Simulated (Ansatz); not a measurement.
Single-point calculation, with input and output: Ti

System: Ti (2 atoms in the cell).
Method: DFT PBE, scalar-relativistic, plane waves, PAW, no spin polarisation (Ansatz 0.2.0).

The structure derives from an entry of the Crystallography Open Database. It belongs to a series of runs on one base structure; here: mode 4 (129.9 1/cm) frozen in, largest displacement +0.175 A. Figures and captions count atoms from 1; the log counts them from 0 in places.

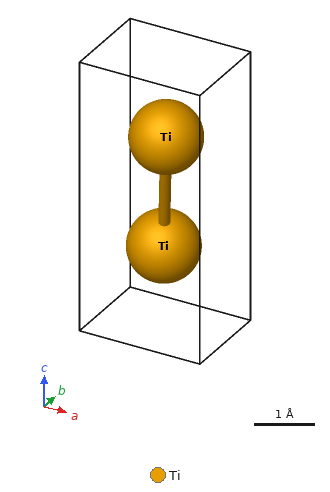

**Figure 1.** The structure (ball-and-stick view of the cell of the calculation, seen slightly off an axis). An atom can appear more than once, as a periodic image.

The input
```yaml
crystal:
  lattice:
    - [2.9384580613, 0.0, 0.0]
    - [-1.4692290306, 2.544779329, 0.0]
    - [0.0, 0.0, 4.6506340146]
  atoms:
    - { symbol: Ti, position: [0.399758354, 0.7152931567, 0.25] }
    - { symbol: Ti, position: [0.600241646, 0.2847068433, 0.75] }
basis:
  ecutwfc: 420
kpoints:
  mp_grid: { grid: [24, 24, 14] }
hamiltonian:
  xc: pbe
scf:
  occupations: { method: gaussian, width: 0.15 }
output:
  forces: true
  stress: true
  eigenvalues: true
  write_density: true
  write_potential: true
  elf: true
  volumetric_format: npy
```

Run on 2 threads of Arm Neoverse V2, 24 GiB of memory available, shared host.

Command:
```bash
ansatz run input.yaml --threads 2 --pin off --max-ram 5120MiB --backend cpu --events-out ev --progress --plain --runs-dir out
```

Log
```
Engine: ansatz 0.2.0, aarch64-unknown-linux-gnu
Pseudopotentials: kind: paw
Pseudopotential: Ti, paw, valence charge 12, recommended cutoff 420 eV (normal), Ti.paw.azcp
Functional definition: PBE
  parameter kappa = 0.804
  parameter beta = 0.06672455060314922
  exchange = pbe_x(kappa = kappa, mu = beta*pi^2/3)
  correlation = pbe_c(beta = beta)
Crystal: 2 atoms, lattice volume = 34.776 Å³
Basis set: ecut = 420 eV, 687 PW (Γ), exchange–correlation on 40×40×64 points (8 copies of the dense FFT grid, shifted against one another)
Bands: 16, of which v1, the nominal top of the filled ones, is band 12 counted from 1 (11 counted from 0)
Symmetry: 4 space group operations
Space group: P21/m (ITA 11), of the structure as read, at distance tolerance 3.3e-5 Å
k-points: 2320 of 8064
Non-local potential: Ti, projectors of the file, l = 0: 3, l = 1: 2, l = 2: 3, l = 3: 1
PAW form: soft (Blöchl's): semilocal exchange-correlation on the pseudo side does not see the compensation charge
PAW one-centre angular grid: Ti, 590 points (default); XC on 64 Gauss nodes
Initial density: superposition of atomic densities (neutral atoms: chi_scale 0, normalization atom), corrected by the library's trained network
Initial wavefunctions: pseudopotential atomic-orbital guess
Functional: x = pbe(κ = 0.804, μ = 0.2195149727645171), c = pbe(β = 0.06672455060314922)
SCF iter   1: F=—  HF=-4999.268439 eV  |F-HF|=—  |Δ(HF+E_count)|=         —  Δρ=3.50e-3  dr2=1.80e-3  ethr=1.77e-3  ⟨swp⟩=3.3  Hψ=145409  notcnv=0
preconditioner: auto → none  [metal: Δε(μ)=0.000 eV  Ē_g=2.843 eV  σ=0.150 eV  W_gap=0.00  n_scr=8 (ndim 8)  ℏωp=17.8 eV  f_vac=0.000  D(μ)=2.91/eV (n_scr^D=34)  sad-step TF]
SCF iter   2: F=—  HF=-4999.268170 eV  |F-HF|=—  |Δ(HF+E_count)|=   2.69e-4  Δρ=1.88e-3  dr2=5.53e-4  ethr=7.52e-6  ⟨swp⟩=1.0  Hψ=56015  notcnv=0
SCF iter   3: F=—  HF=-4999.268399 eV  |F-HF|=—  |Δ(HF+E_count)|=   2.29e-4  Δρ=2.29e-4  dr2=1.01e-5  ethr=2.31e-6  ⟨swp⟩=2.7  Hψ=55840  notcnv=0
SCF iter   4: F=—  HF=-4999.268414 eV  |F-HF|=—  |Δ(HF+E_count)|=   1.58e-5  Δρ=4.65e-5  dr2=4.77e-7  ethr=4.19e-8  ⟨swp⟩=2.4  Hψ=60935  notcnv=0
iter 5 did not close the SCF: its close was put off for the readings that it lacked (scf_convergence_deferred on its scf_iter line)
SCF iter   5: F=-4999.268414 eV  HF=-4999.268414 eV  |F-HF|=1.56e-9  |Δ(HF+E_count)|=   2.13e-7  Δρ=7.66e-6  dr2=9.43e-9  ethr=1.99e-9  ⟨swp⟩=2.0  Hψ=60595  notcnv=0
SCF iter   6: F=-4999.268414 eV  HF=-4999.268414 eV  |F-HF|=8.19e-12  |Δ(HF+E_count)|=   4.15e-9  Δρ=1.33e-6  dr2=2.74e-10  ethr=3.93e-11  ⟨swp⟩=4.0  Hψ=186652  notcnv=0
SCF 1 converged in 6 iterations: F = -4999.268414 eV  dr2 = 2.74e-10
  greatest PAW one-centre occupation: 0.999 electrons in one spin orbital (limit 2), on the Ti atom at site 1 (counted from 0), in its partial waves of l = 0
```

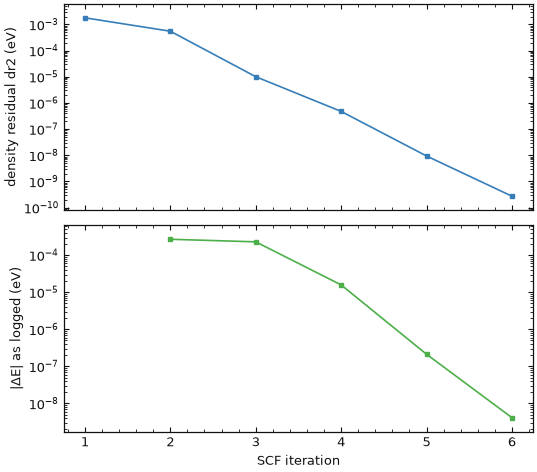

**Figure 2.** Convergence of the self-consistent field: density residual dr2 and size of the energy change against the SCF iteration. The residual falls at every step.

```
SCF converged after 6 iterations
Free energy (F): -4999.268414 eV
Harris-Foulkes:  -4999.268414 eV  (|F-HF|=8.19e-12)
Internal energy: -4999.235489 eV  (E = F + TS)
E sigma→0 (E₀):  -4999.251952 eV
Entropy (-TS):   -0.032925 eV (-16.462 meV/atom)
Fermi energy:    13.272338 eV
--- Per-component energies (eV) ---
  E_band       = -314.978783
  E_kinetic    = 545.030138
  E_local      = -1631.560669  (includes V_loc(G=0)·N_el)
  E_nonlocal   = 16.431487
  E_hartree    = 670.506680
  E_xc         = -194.908910
  E_vxc        = -243.843307  (∫ρ·V_xc dr)
  E_paw        = -2095.336571  (= ΣΔE_a)
  E_vpaw       = -342.050559  (= ΣTr[D̂ρ^β])
  E_aug_tail   = 0.000237  (compensation charges beyond the density's cutoff)
  E_ewald      = -2309.397882
  E_smearing   = -0.032925  (= −TS)
  E_closure    = 0.000000  (closes the sum)
  Σ components = -4999.268414   (vs F -4999.268414, Δ=0.00e0)
--- Forces (eV/Å), atoms counted from 1 ---
  atom   1  Ti    -0.25095604    -0.28033854    -0.00000000
  atom   2  Ti     0.25095604     0.28033854     0.00000000
  max |Σ_I F_I| component: 5.55e-17 eV/Å
--- Stress (GPa, compression-positive) ---
       -3.445600      -1.946419      -0.000000
       -1.946419       1.707592       0.000000
       -0.000000       0.000000       0.935723
  P = ⅓ Tr σ = -0.2674 GPa (-2.674 kbar)
--- Band table (eV; the first three rows and the last of 2320) ---
  k-point 0: bands = ["-43.4331", "-43.2838", "-20.0476", "-19.4446", "-19.3525", "-19.3437", "-19.2793", "-19.2716", "7.1893", "10.7070", "13.7610", "14.0114", "14.1524", "14.3982", "14.5084", "14.7381"]
  k-point 1: bands = ["-43.4312", "-43.2857", "-20.0385", "-19.4428", "-19.3532", "-19.3438", "-19.2883", "-19.2738", "7.2327", "10.6855", "13.7530", "13.9924", "14.0571", "14.4032", "14.5588", "14.7083"]
  k-point 2: bands = ["-43.4258", "-43.2913", "-20.0115", "-19.4377", "-19.3569", "-19.3439", "-19.3126", "-19.2800", "7.3614", "10.6126", "13.7303", "13.8269", "13.9828", "14.3698", "14.6238", "14.6944"]
  k-point 2319: bands = ["-43.2867", "-43.2867", "-19.9636", "-19.9636", "-19.5201", "-19.5201", "-19.3865", "-19.3865", "10.7744", "10.7744", "12.4267", "12.4267", "14.6161", "14.6161", "15.5052", "15.5052"]
```

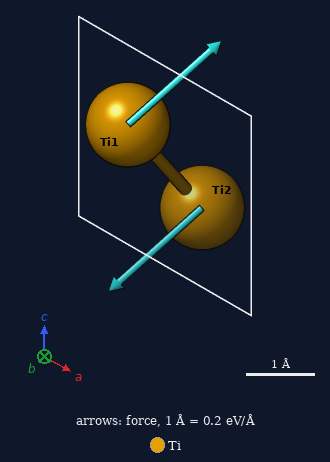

**Figure 3.** Forces on the atoms as teal arrows (ball-and-stick view of the cell of the calculation, set on other vectors, along the b axis; atoms are numbered from 1 in the order of the input). The largest act on Ti1, Ti2 (0.38 eV/Å). The geometry is not a stationary point of this energy.

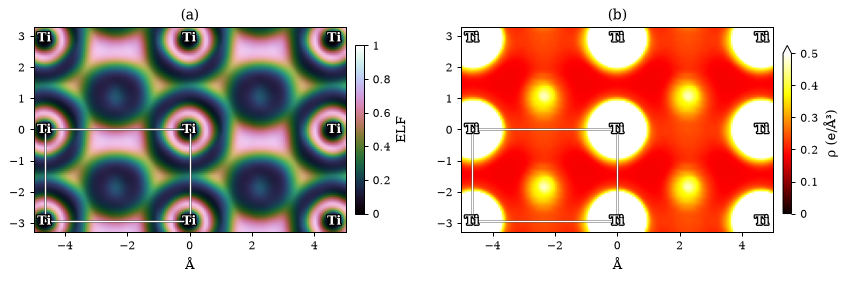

**Figure 4.** (a) electron localisation function; (b) valence charge density (pseudo) on the (101̄) plane of the conventional cell. Atoms in the plane: Ti. Ti–Ti (2.94 Å): ρ at the midpoint is about 0.18 e/Å³; the ELF is about 0.25 at the midpoint; no shared electron pair. Away from the nuclei the density in this plane falls to 0.17 e/Å³ at its lowest. The strong features right at Ti lie inside the PAW spheres (semicore, d or f shells) and say nothing about bonding. In a PAW calculation such maps are meaningful between the atoms, not at the nuclei.

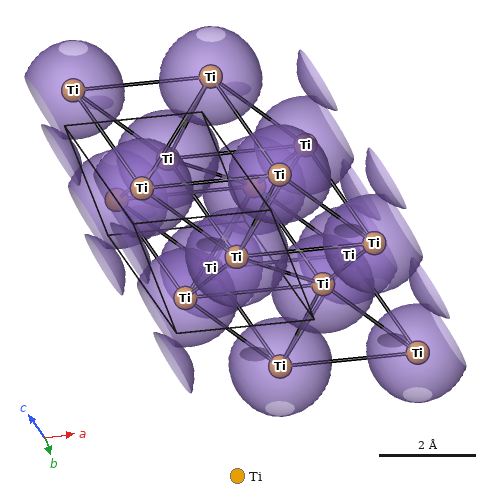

**Figure 5.** Isosurface of the valence electron density at 0.3 e/Å³ (purple), seen at an oblique angle. Sticks mark near contacts. The outline is the cell set on symmetry axes. At this value the density breaks into separate islands; it holds about 80 % of the electrons treated as valence (semicore included). It is pinched off along the Ti–Ti (2.75 Å), Ti–Ti (2.85 Å) and Ti–Ti (2.94 Å) contacts. On the grid the lowest density along these lines, outside the cores, is 0.21 e/Å³ (Ti–Ti, 2.75 Å), 0.2 e/Å³ (Ti–Ti, 2.85 Å) and 0.2 e/Å³ (Ti–Ti, 2.94 Å).

Results in brief

| quantity | value |
| --- | --- |
| outcome | converged |
| space group (tolerance 0.01 Å) | P2₁/m (11) |
| electrons treated | 24 |
| free energy | −4999.2684 eV |
| Fermi energy | 13.272 eV |
| gap on the k-point mesh | none (metallic) |
| pressure | −0.27 GPa |
| largest force (length of the vector) | 0.376 eV/Å |
| wall time | 30 s (CPU time 60 s) |
| peak memory | 1.2 GiB |
